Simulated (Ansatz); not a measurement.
System: K, space group Im-3m (No. 229).

Starting cell:
```
CELL_PARAMETERS angstrom
-2.61800 2.61800 2.61800
2.61800 -2.61800 2.61800
2.61800 2.61800 -2.61800
ATOMIC_POSITIONS crystal
K 0.00000 0.00000 0.00000
```

How it was computed, with Ansatz 0.2.0: biaxial strain in the xy plane and strain along z of a crystal, fractional coordinates fixed, by plane-wave density functional theory with PAW datasets, free energies less that of the undisturbed cell, pressure positive in compression. Level: PBEsol, no spin polarisation.

wave cutoff 420 eV; k mesh 14×14×14; occupations Gaussian; smearing width 0.15 eV; k shift (0, 0, 0) (mesh steps); start as given.

Describe the result: the map of the energy change and pressure over strain zz and strain xx = yy. The grid: strain zz −0.05, −0.025, 0, 0.025, 0.05 ; strain xx = yy −0.05, −0.025, 0, 0.025, 0.05.

At the origin the energy is lower than all eight neighbouring grid points, so a minimum lies at or close to the given structure. The energy change is least, 0.00 meV/atom, at strain zz of 0 and strain xx = yy of 0, and largest, 18.62 meV/atom, at strain zz of 0.05 and strain xx = yy of 0.05. Near the origin the softest direction lies along strain zz, turned by about 25° so that strain xx = yy takes the opposite sign; the curvature across the valley is 18.6 times that along it. The pressure is least, −0.44 GPa, at strain zz of 0.05 and strain xx = yy of 0.05, and largest, 0.69 GPa, at strain zz of −0.05 and strain xx = yy of −0.05.

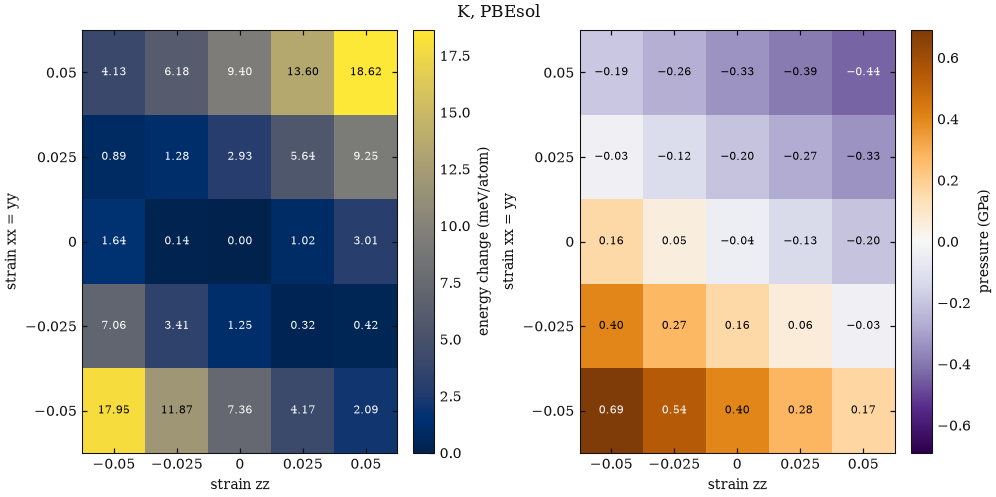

Keep in mind: reference crystal is not relaxed.
